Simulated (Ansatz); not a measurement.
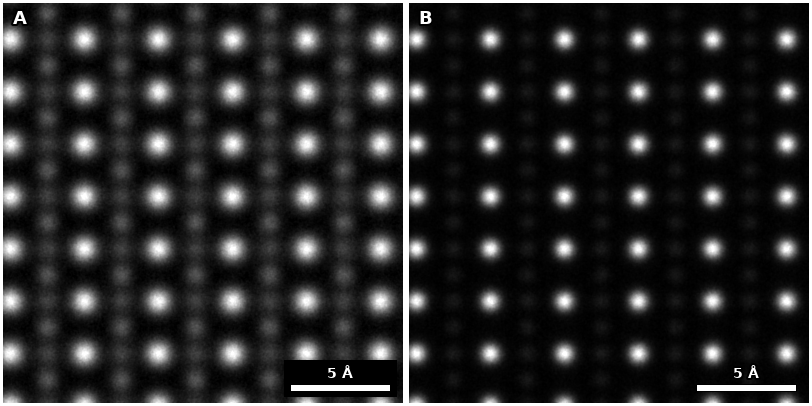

Two simulated images of the same area of LaAlO$_{3}$ (Pm-3m, No. 221) along [110], with a probe of 0.74 Å. One is incoherent Z contrast (Z^1.6 per atom), the other the projected potential of neutral atoms blurred by the probe (iDPC-like, thin sample). Brightness is counted from the darkest point of the image. Shot noise was added. Atomic positions: the geometry relaxed with DFT, PBE, PAW with Ansatz's default frozen-core files, scalar-relativistic in Ansatz.

**Which panel is which, and how can one tell?**

B is the Z-contrast image and A the potential image. The columns of 2 O per repeat reach about 7 % of the brightest peak (1 La + 1 O) in B but about 31 % in A, mainly since the potential grows much more slowly with atomic number.
